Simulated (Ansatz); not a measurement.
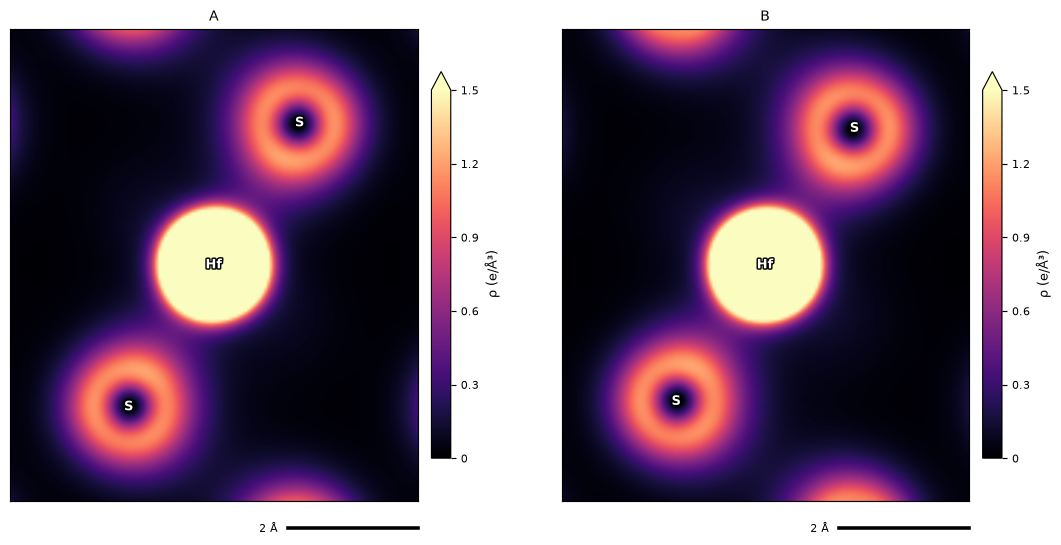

HfS$_{2}$. The valence pseudo-density of two cells that differ in size and shape, on the (110) plane of each (indices in the axes of the calculation cell), at one length scale and on one colour scale: A has 23.0 Å³ an atom and B 22.2.

All numbers below come from Ansatz 0.2.0, DFT PBE+D3(BJ), scalar-relativistic, plane waves, PAW.

The density is the valence pseudo-density of a PAW calculation; it isn't the true density close to the nuclei.

The larger cell:

```
Hf S
1.0
     3.78525    0.00000    0.00000
    -1.89263    3.27812    0.00000
     0.00000    0.00000    5.57112
Hf S
1 2
Direct
  0.00000 0.00000 0.00000
  0.66667 0.33333 0.76395
  0.33333 0.66667 0.23605
```

The smaller cell: a = 3.640 Å, b = 3.640 Å, c = 5.813 Å, α = 90.00°, β = 90.00°, γ = 120.00°.

Q: What does the compression do to the bonding and the properties?

A: From the larger cell to the smaller, Hf–S goes from 2.55 to 2.51 Å, and the density at its midpoint from 0.46 to 0.49 e/Å³; the pressure goes from −1.7 to 3.1 GPa.
